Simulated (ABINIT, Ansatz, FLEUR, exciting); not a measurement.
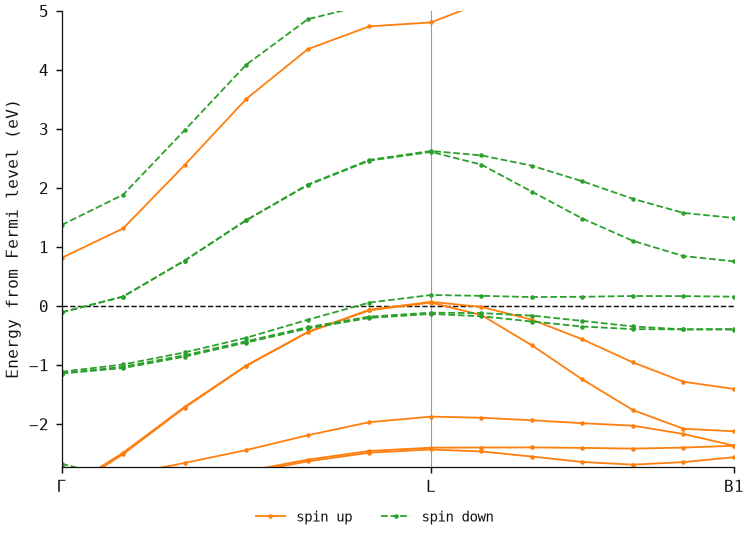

Band structure. Energies are counted from the Fermi level.

Which system does the plot belong to?
A. CoO, space group R-3m (No. 166), 2 atoms in the primitive cell (a = 3.011 Å, c = 7.320 Å (hexagonal axes)); PBEsol
B. rocksalt BaS, space group Fm-3m, 2 atoms in the primitive cell (cubic a = 6.388 Å); PBEsol
C. rocksalt HfC, space group Fm-3m (No. 225), 2 atoms in the primitive cell (cubic a = 4.650 Å); LDA+SOC
D. CsCl-type CsH, space group Pm-3m, 2 atoms in the cell (cubic a = 3.818 Å); LDA+SOC

A. A metal: bands cross the Fermi level along this path. At Γ the nearest levels lie 0.11 eV below and 0.81 eV above the Fermi level.

Computed with Ansatz 0.2.0: PBEsol, PAW data sets made for the crystal, collinear spin, ferromagnetic start, no spin-orbit coupling, 11×11×11 k mesh, Fermi-Dirac smearing of 0.05 eV.

The run ends ferromagnetic, with 2.94 μB a cell. A cell with one magnetic atom can't hold antiferromagnetic order, which such compounds often take. Semilocal functionals often make such compounds metallic where correlation or magnetic order opens a gap, which also shifts bond lengths. The cell is at −9 GPa in this functional. The cell is a database's computed one. Bands are joined in order of energy, so crossings between the computed points show as kinks or gaps. In reduced coordinates of the cell that was run, L is (0.5, 0, 0) and B1 is (0.5, 0.251, −0.251).
